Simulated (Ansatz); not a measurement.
## Run report: SiC$_{12}$, geometry relaxation (part 2 of 2)

SiC$_{12}$ (slab, 13 atoms in the cell); DFT, PBE, plane waves, PAW, PAW set soft_1, no spin polarisation (Ansatz 0.2.0); cutoff 420 eV, 6×3×1 k-mesh, Gaussian smearing of 0.1 eV. The structure derives from a Materials Project entry. Some settings of this run were made unusual or wrong on purpose. The input holds or restrains some coordinates. Forces given for the steps count only the free coordinates.

Geometry of the input (Å; fractional positions):
```
3.4529  0.0000  0.0000
-0.8632  6.1501  0.0000
0.0000  0.0000  14.2035
C  0.0197  0.0788  0.1971
C  0.5197  0.0788  0.1971
C  0.2746  0.0985  0.2312
C  0.7746  0.0985  0.2312
C  0.2845  0.1379  0.2992
C  0.7845  0.1379  0.2992
C  0.0393  0.1572  0.3324
C  0.5393  0.1572  0.3324
C  0.0497  0.1987  0.4035
C  0.5497  0.1987  0.4035
C  0.3041  0.2163  0.4332
C  0.8041  0.2163  0.4332
Si 0.3041  0.4663  0.3823
```

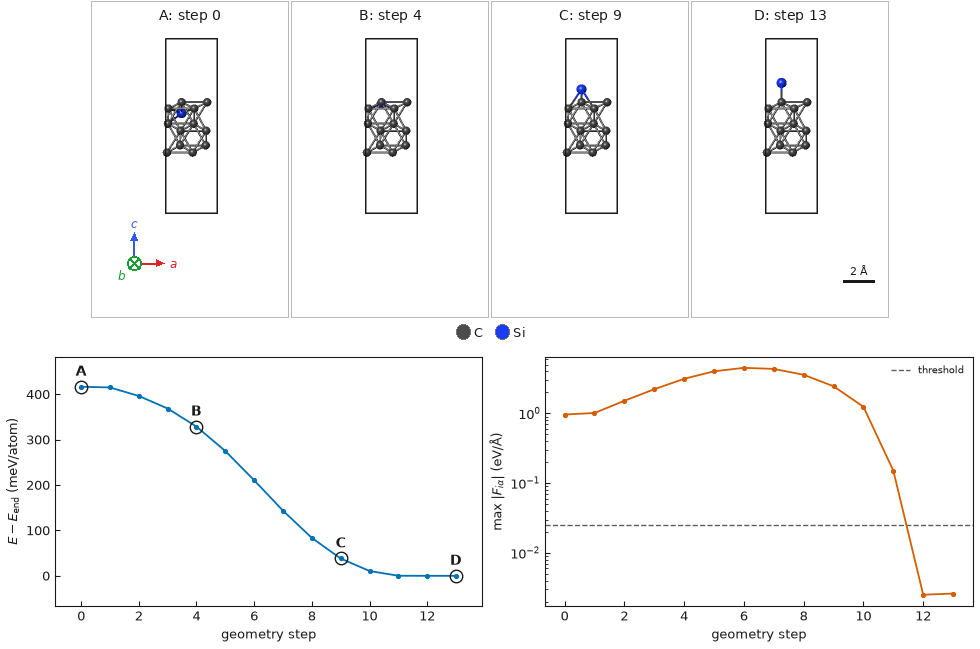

**Figure 1.** Frames of the restrained relaxation (ball-and-stick view of the cell of the calculation, with the vacuum cut short, along the b axis) above the curves, on which the letters mark them (the first geometry is step 0 here and step 1 in the log).

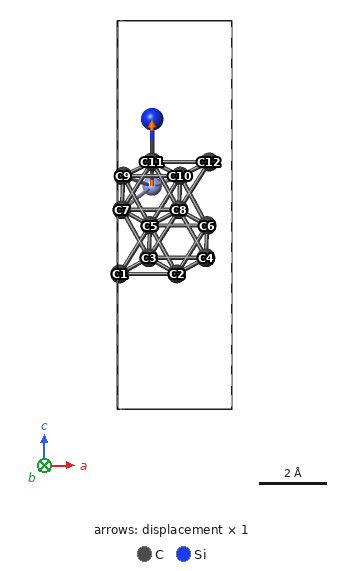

**Figure 2.** Start (faint) and end (solid) with the displacements as orange arrows, at true length (ball-and-stick view of the cell of the calculation, with the vacuum cut short, along the b axis). The energy falls by 417 meV per atom in 13 geometry steps. Largest force component: 0.96 eV/Å at the start, 0.0026 eV/Å at the end. The atom that moves furthest is Si13 (2.01 Å). C stays in place. The cell stays as it was. Among the contacts that change: C7–Si13 2.130 → 3.377 Å, C9–Si13 1.794 → 2.456 Å, C10–Si13 1.991 → 2.604 Å, C11–Si13 1.713 → 2.014 Å. Bonds break: C10–Si13 (1.99 → 2.60 Å), C7–Si13 (2.13 → 3.38 Å), C9–Si13 (1.79 → 2.46 Å). (Atoms are counted from 1 in the order of the input.)

```
SCF converged after 4 iterations
Free energy (F): -3482.023861 eV
Harris-Foulkes:  -3482.023861 eV  (|F-HF|=1.60e-8)
Internal energy: -3481.967352 eV  (E = F + TS)
E sigma→0 (E₀):  -3481.995607 eV
Entropy (-TS):   -0.056509 eV (-4.347 meV/atom)
Fermi energy:    0.291581 eV
Dipole field:    D = 0.017949 V/Å  (p = 0.029919 e·Å, saw-weighted, corrected)
Work function:   Φ+ = 4.3374 eV   Φ− = 4.5928 eV
Levels:          The Fermi level and band energies are counted from a zero that moves with the ramp; work functions are not
Vacuum region:   at the solve's end the planar-averaged density reaches 9.71e-5 e/Å³ inside the ramp window [0.7688, 0.9497] (bound 1e-5 e/Å³)
--- Per-component energies (eV) ---
  E_band       = -601.811598
  E_kinetic    = 1501.016685
  E_local      = -18729.347948  (includes V_loc(G=0)·N_el)
  E_nonlocal   = 482.790902
  E_hartree    = 8575.647930
  E_xc         = -689.249423
  E_vxc        = -828.964592  (∫ρ·V_xc dr)
  E_paw        = -1784.138724  (= ΣΔE_a)
  E_vpaw       = -178.974846  (= ΣTr[D̂ρ^β])
  E_aug_tail   = 0.000566  (compensation charges beyond the density's cutoff)
  E_efield     = 0.000269  (sawtooth field / dipole correction)
  E_vefield    = 0.360794  (∫n·V_field dr)
  E_ewald      = 7161.312390
  E_smearing   = -0.056509  (= −TS)
  E_closure    = 0.000000  (closes the sum)
  Σ components = -3482.023861   (vs F -3482.023861, Δ=0.00e0)
--- Forces (eV/Å), atoms counted from 1 ---
  atom   1  C      0.39104464   -13.55624854   -53.80268738
  atom   2  C     -0.43667919   -13.43500092   -53.79689802
  atom   3  C      0.04436626    -2.98071498   -11.97890485
  atom   4  C     -0.00542192    -3.23982500   -12.76902805
  atom   5  C      0.01219269     0.92413834     3.71517234
  atom   6  C     -0.02771142     0.77773362     2.53968540
  atom   7  C     -0.89410849     2.10939839     9.97061677
  atom   8  C      0.89420757     2.10384213    10.03630318
  atom   9  C     -2.10808577    -2.92134400    -5.25665755
  atom  10  C      2.09336040    -2.67008596    -3.65075771
  atom  11  C     -0.11634710    19.10585335    61.35442211
  atom  12  C      0.18999406    14.78423475    53.63538657
  atom  13  Si    -0.03680402    -1.00136450     0.00260686
  max |Σ_I F_I| component: 7.40e-4 eV/Å
--- Band table (eV; the first three rows and the last of 10) ---
  k-point 0: bands = ["-28.0698", "-25.5651", "-22.6470", "-22.5295", "-18.7132", "-17.4363", "-17.1442", "-16.4860", "-16.2099", "-13.7675", "-13.4440", "-12.5879", "-10.7292", "-10.4876", "-9.1017", "-7.9790", "-7.7823", "-5.8179", "-5.3958", "-5.2132", "-5.1947", "-1.6688", "-1.5517", "-0.8388", "-0.2119", "0.1017", "0.2186", "0.8785", "0.9019", "1.8809", "3.3527", "3.8128", "3.9809", "4.4634", "4.9531", "4.9851", "5.1797", "5.6765", "6.1670"]
  k-point 1: bands = ["-28.0697", "-25.5651", "-22.6470", "-22.5295", "-18.7131", "-17.4363", "-17.1443", "-16.4862", "-16.2120", "-13.7675", "-13.4439", "-12.5902", "-10.7292", "-10.4877", "-9.0979", "-7.9791", "-7.7866", "-5.8005", "-5.3956", "-5.2133", "-5.1948", "-1.6691", "-1.5773", "-0.8185", "-0.1876", "0.1015", "0.2722", "0.9011", "0.9237", "2.2298", "3.5137", "3.7380", "3.8942", "4.4417", "4.7559", "4.9817", "5.1781", "5.3286", "5.7502"]
  k-point 2: bands = ["-27.8831", "-25.3913", "-23.8364", "-22.2982", "-18.5833", "-17.3318", "-16.5904", "-16.3698", "-15.8854", "-13.9366", "-13.0349", "-12.2601", "-10.4964", "-9.8816", "-9.1394", "-8.5568", "-8.2421", "-7.4881", "-5.9031", "-5.5203", "-5.0389", "-2.8361", "-1.1893", "-0.6833", "-0.0371", "0.3021", "0.3872", "0.6874", "0.8214", "2.1733", "3.3322", "3.6659", "4.3403", "4.6010", "4.8025", "5.2338", "5.9160", "6.4600", "7.2123"]
  k-point 9: bands = ["-26.4588", "-26.3969", "-24.0963", "-24.0421", "-17.6781", "-17.5378", "-16.0143", "-15.8629", "-13.3054", "-13.2346", "-11.7753", "-11.7725", "-10.7798", "-10.7434", "-9.7704", "-9.5772", "-8.2654", "-8.1228", "-7.0524", "-7.0454", "-5.5160", "-4.6874", "-4.2143", "-1.5757", "-0.4427", "0.2122", "0.2282", "1.3946", "1.8863", "4.4803", "4.8746", "5.1841", "5.4080", "5.9957", "6.1601", "6.6566", "6.9263", "7.3151", "7.6868"]
--- Relaxed structure (14 steps of the walk, 14 accepted, 0 SCFs on fresh bases) ---
  F+E_penalty+E_count = -3482.02386121 eV   max|allowed force component| = 2.607e-3 eV/Å
  atoms:
    - { symbol: C, position: [0.019700504500000004, 0.0788020181, 0.19713450870000002] }
    - { symbol: C, position: [0.5197005045, 0.0788020181, 0.19713450870000002] }
    - { symbol: C, position: [0.2746256306, 0.09850252259999999, 0.23117041710000003] }
    - { symbol: C, position: [0.7746256306000001, 0.09850252259999999, 0.23117041710000003] }
    - { symbol: C, position: [0.28447588290000003, 0.1379035317, 0.29924223390000004] }
    - { symbol: C, position: [0.7844758829000001, 0.1379035317, 0.29924223390000004] }
    - { symbol: C, position: [0.03929669739999999, 0.1571967136, 0.33240235170000004] }
    - { symbol: C, position: [0.5392966974000001, 0.1571967136, 0.33240235170000004] }
    - { symbol: C, position: [0.0496769426, 0.1987212268, 0.40353973940000004] }
    - { symbol: C, position: [0.5496769426, 0.1987212268, 0.40353973940000004] }
    - { symbol: C, position: [0.3040736089, 0.2163107297, 0.43323828750000004] }
    - { symbol: C, position: [0.8040736089000001, 0.2163107297, 0.43323828750000004] }
    - { symbol: Si, position: [0.3040736089, 0.4663107297, 0.5235581087556925] }
```

### Trajectory as extended XYZ (Å, eV, eV/Å), 8 of the 14 frames kept, from step=1 to step=14
```
13
Lattice="3.4529 0.0000 0.0000 -0.8632 6.1501 0.0000 0.0000 0.0000 14.2035" Properties=species:S:1:pos:R:3:forces:R:3 step=1 energy=-3476.60926
C     0.0000    0.4846    2.8000    0.1165 -13.1727 -52.5960
C     1.7264    0.4846    2.8000    0.0753 -13.3293 -52.6275
C     0.8632    0.6058    3.2834   -0.0049  -3.5203 -13.3946
C     2.5897    0.6058    3.2834   -0.1837  -2.9816 -13.7468
C     0.8632    0.8481    4.2503    0.3377   1.0900   3.9229
C     2.5897    0.8481    4.2503   -0.1273   0.2878   4.1150
C     0.0000    0.9668    4.7213   -1.9733   0.1647   7.8346
C     1.7264    0.9668    4.7213    1.7653   0.2496   8.2349
C     0.0000    1.2222    5.7317   -2.9910  -6.2370  -3.9148
C     1.7264    1.2222    5.7317    3.1977  -4.5838  -2.7591
C     0.8632    1.3303    6.1535    0.4891  17.4800  59.9799
C     2.5896    1.3303    6.1535   -0.4921  14.0865  53.9834
Si    0.6474    2.8679    5.4299   -0.2093  10.4757   0.9604
13
Lattice="3.4529 0.0000 0.0000 -0.8632 6.1501 0.0000 0.0000 0.0000 14.2035" Properties=species:S:1:pos:R:3:forces:R:3 step=3 energy=-3476.87300
C     0.0000    0.4846    2.8000    0.0854 -13.2672 -52.6826
C     1.7264    0.4846    2.8000    0.1678 -13.4381 -52.7252
C     0.8632    0.6058    3.2834   -0.0792  -3.3709 -13.4566
C     2.5897    0.6058    3.2834   -0.1739  -2.7925 -13.5208
C     0.8632    0.8481    4.2503    0.2541   1.3002   4.0741
C     2.5897    0.8481    4.2503    0.0479   0.4569   3.8311
C     0.0000    0.9668    4.7213   -1.7974   0.1065   8.0674
C     1.7264    0.9668    4.7213    1.4904   0.2836   8.5573
C     0.0000    1.2222    5.7317   -2.8526  -6.7576  -4.6721
C     1.7264    1.2222    5.7317    2.9796  -4.8880  -3.7135
C     0.8632    1.3303    6.1535    0.9299  15.6244  60.2930
C     2.5896    1.3303    6.1535   -0.4962  14.7302  54.4308
Si    0.6474    2.8679    5.6453   -0.5557  12.0468   1.5122
13
Lattice="3.4529 0.0000 0.0000 -0.8632 6.1501 0.0000 0.0000 0.0000 14.2035" Properties=species:S:1:pos:R:3:forces:R:3 step=5 energy=-3477.75116
C     0.0000    0.4846    2.8000    0.1319 -13.4463 -53.0569
C     1.7264    0.4846    2.8000    0.1030 -13.5436 -53.1335
C     0.8632    0.6058    3.2834   -0.1233  -3.1917 -13.1379
C     2.5897    0.6058    3.2834   -0.1148  -2.6762 -12.9941
C     0.8632    0.8481    4.2503    0.0761   1.4726   4.0072
C     2.5897    0.8481    4.2503    0.1953   0.6292   3.2200
C     0.0000    0.9668    4.7213   -1.3527   0.5449   8.7854
C     1.7264    0.9668    4.7213    1.0948   0.7370   9.3883
C     0.0000    1.2222    5.7317   -2.4431  -6.2759  -5.7730
C     1.7264    1.2222    5.7317    2.6336  -5.0741  -4.8021
C     0.8632    1.3303    6.1535    1.7137  11.8361  59.4132
C     2.5896    1.3303    6.1535   -0.4190  15.6062  54.9579
Si    0.6474    2.8679    6.0353   -1.4954  13.4000   3.1260
13
Lattice="3.4529 0.0000 0.0000 -0.8632 6.1501 0.0000 0.0000 0.0000 14.2035" Properties=species:S:1:pos:R:3:forces:R:3 step=7 energy=-3479.28702
C     0.0000    0.4846    2.8000    0.1832 -13.5936 -53.5408
C     1.7264    0.4846    2.8000   -0.0417 -13.5501 -53.6330
C     0.8632    0.6058    3.2834   -0.0850  -3.0433 -12.5453
C     2.5897    0.6058    3.2834   -0.0600  -2.8015 -12.5224
C     0.8632    0.8481    4.2503   -0.0015   1.2637   3.7102
C     2.5897    0.8481    4.2503    0.1770   0.7137   2.7457
C     0.0000    0.9668    4.7213   -1.0210   1.3606   9.4687
C     1.7264    0.9668    4.7213    0.8910   1.4001  10.0133
C     0.0000    1.2222    5.7317   -2.2237  -4.9514  -6.1355
C     1.7264    1.2222    5.7317    2.5450  -4.7996  -5.0747
C     0.8632    1.3303    6.1535    1.7930  12.0248  58.0527
C     2.5896    1.3303    6.1535   -0.3228  15.7514  54.9628
Si    0.6474    2.8679    6.4253   -1.8333  10.2131   4.4889
13
Lattice="3.4529 0.0000 0.0000 -0.8632 6.1501 0.0000 0.0000 0.0000 14.2035" Properties=species:S:1:pos:R:3:forces:R:3 step=8 energy=-3480.15834
C     0.0000    0.4846    2.8000    0.2065 -13.6309 -53.7406
C     1.7264    0.4846    2.8000   -0.1069 -13.5344 -53.8238
C     0.8632    0.6058    3.2834   -0.0576  -3.0081 -12.2805
C     2.5897    0.6058    3.2834   -0.0442  -2.8952 -12.3988
C     0.8632    0.8481    4.2503    0.0044   1.1209   3.5989
C     2.5897    0.8481    4.2503    0.1409   0.7396   2.6246
C     0.0000    0.9668    4.7213   -0.9403   1.7153   9.7007
C     1.7264    0.9668    4.7213    0.8430   1.6732  10.1577
C     0.0000    1.2222    5.7317   -2.2195  -4.3904  -6.1163
C     1.7264    1.2222    5.7317    2.5417  -4.4969  -4.9820
C     0.8632    1.3303    6.1535    1.4935  13.7353  58.0942
C     2.5896    1.3303    6.1535   -0.2671  15.6225  54.8266
Si    0.6474    2.8679    6.6203   -1.5943   7.3392   4.3348
13
Lattice="3.4529 0.0000 0.0000 -0.8632 6.1501 0.0000 0.0000 0.0000 14.2035" Properties=species:S:1:pos:R:3:forces:R:3 step=10 energy=-3481.52735
C     0.0000    0.4846    2.8000    0.2686 -13.6206 -53.9115
C     1.7264    0.4846    2.8000   -0.2500 -13.4729 -53.9630
C     0.8632    0.6058    3.2834   -0.0018  -3.0079 -11.9903
C     2.5897    0.6058    3.2834   -0.0186  -3.0956 -12.4481
C     0.8632    0.8481    4.2503    0.0234   0.9354   3.5655
C     2.5897    0.8481    4.2503    0.0486   0.7768   2.5551
C     0.0000    0.9668    4.7213   -0.8861   2.0966   9.9289
C     1.7264    0.9668    4.7213    0.8354   2.0006  10.1756
C     0.0000    1.2222    5.7317   -2.2564  -3.6175  -5.9077
C     1.7264    1.2222    5.7317    2.4280  -3.6668  -4.5031
C     0.8632    1.3303    6.1535    0.6267  17.4351  59.6768
C     2.5896    1.3303    6.1535   -0.0739  15.2286  54.3707
Si    0.6474    2.8679    7.0103   -0.7438   2.0031   2.4434
13
Lattice="3.4529 0.0000 0.0000 -0.8632 6.1501 0.0000 0.0000 0.0000 14.2035" Properties=species:S:1:pos:R:3:forces:R:3 step=12 energy=-3482.02148
C     0.0000    0.4846    2.8000    0.3845 -13.5612 -53.8179
C     1.7264    0.4846    2.8000   -0.4276 -13.4351 -53.8146
C     0.8632    0.6058    3.2834    0.0415  -2.9848 -11.9754
C     2.5897    0.6058    3.2834   -0.0047  -3.2356 -12.7530
C     0.8632    0.8481    4.2503    0.0134   0.9209   3.7016
C     2.5897    0.8481    4.2503   -0.0240   0.7802   2.5439
C     0.0000    0.9668    4.7213   -0.8895   2.1145   9.9711
C     1.7264    0.9668    4.7213    0.8866   2.1009  10.0473
C     0.0000    1.2222    5.7317   -2.1404  -2.9740  -5.3223
C     1.7264    1.2222    5.7317    2.1351  -2.7400  -3.7213
C     0.8632    1.3303    6.1535   -0.0770  19.0786  61.2817
C     2.5896    1.3303    6.1535    0.1736  14.8183  53.7033
Si    0.6474    2.8679    7.4053   -0.0716  -0.8800   0.1510
13
Lattice="3.4529 0.0000 0.0000 -0.8632 6.1501 0.0000 0.0000 0.0000 14.2035" Properties=species:S:1:pos:R:3:forces:R:3 step=14 energy=-3482.02386
C     0.0000    0.4846    2.8000    0.3910 -13.5562 -53.8027
C     1.7264    0.4846    2.8000   -0.4367 -13.4350 -53.7969
C     0.8632    0.6058    3.2834    0.0444  -2.9807 -11.9789
C     2.5897    0.6058    3.2834   -0.0054  -3.2398 -12.7690
C     0.8632    0.8481    4.2503    0.0122   0.9241   3.7152
C     2.5897    0.8481    4.2503   -0.0277   0.7777   2.5397
C     0.0000    0.9668    4.7213   -0.8941   2.1094   9.9706
C     1.7264    0.9668    4.7213    0.8942   2.1038  10.0363
C     0.0000    1.2222    5.7317   -2.1081  -2.9213  -5.2567
C     1.7264    1.2222    5.7317    2.0934  -2.6701  -3.6508
C     0.8632    1.3303    6.1535   -0.1163  19.1059  61.3544
C     2.5896    1.3303    6.1535    0.1900  14.7842  53.6354
Si    0.6474    2.8679    7.4364   -0.0368  -1.0014   0.0026
```

### What the run reported

- outcome: converged under the restraints of the input
- electrons treated: 52
- free energy: −3482.0239 eV
- Fermi energy: 0.292 eV
- gap on the k-point mesh: none (metallic)
- final volume: 301.62 Å³
- largest force (length of the vector) at the end, held atoms and coordinates included: 64.261 eV/Å
- hardware: 4 threads of Arm Neoverse V2, 24 GiB of memory available, shared host
- wall time: 43 s (CPU time 2.7 min)
- peak memory: 0.58 GiB

### Diagnosis

A setting was made wrong on purpose: a lattice far too small (`crystal.lattice`). The atoms are squeezed together and the pressure is enormous. The run converged all the same; its numbers are those of the faulty input and shouldn't be used. Notes on the run: the density in the vacuum is higher than it should be, so vacuum levels may be off.
